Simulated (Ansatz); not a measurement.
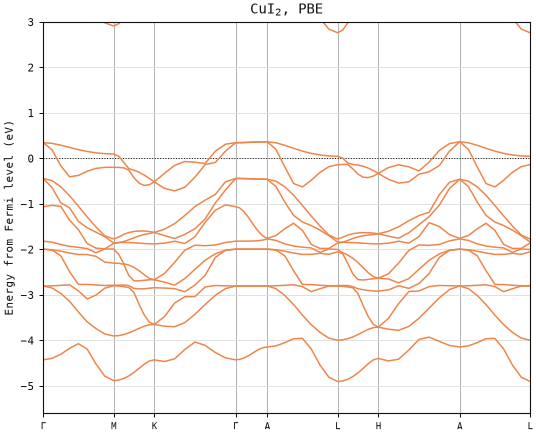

(Drawn from a calculation with Ansatz.)

Band structure. Energies are counted from the Fermi level. The path runs straight from each named point to the next.

Which Bravais lattice do the labels of the path belong to?

A hexagonal (primitive) lattice: the path Γ–M–K–Γ–A–L–H–A–L runs through the special points of its Brillouin zone.

Input of the run:

```
crystal:
  lattice:
    - [3.9469821396, 0.0, 0.0]
    - [-1.9734910698, 3.4181868012, 0.0]
    - [0.0, 0.0, 7.6252784363]
  atoms:
    - { symbol: Cu, position: [0.0, 0.0, 0.0] }
    - { symbol: I, position: [0.3333333333, 0.6666666667, 0.2095637805] }
    - { symbol: I, position: [0.6666666667, 0.3333333333, 0.7904362195] }
kpoints:
  mp_grid: { grid: [13, 13, 7] }
  band_path:
    path:
      - [0.0, 0.0, 0.0]
      - [0.5, 0.0, 0.0]
      - [0.3333333333, 0.3333333333, 0.0]
      - [0.0, 0.0, 0.0]
      - [0.0, 0.0, 0.5]
      - [0.5, 0.0, 0.5]
      - [0.3333333333, 0.3333333333, 0.5]
      - [0.0, 0.0, 0.5]
      - [0.5, 0.0, 0.5]
    npoints: 8
scf:
  occupations: { method: fermi_dirac, width: 0.08 }
hamiltonian:
  xc: pbe
  pseudopotentials: { kind: all_electron, lapw: { basis_error: 0.001 } }
output:
  forces: true
  stress: true
  eigenvalues: true
  populations: true
  dos: { projected: true, de: 0.2, e_range: [-14, 8] }
```

Does this material conduct, going by its bands?

A metal: 2 bands cross the Fermi level along this path.
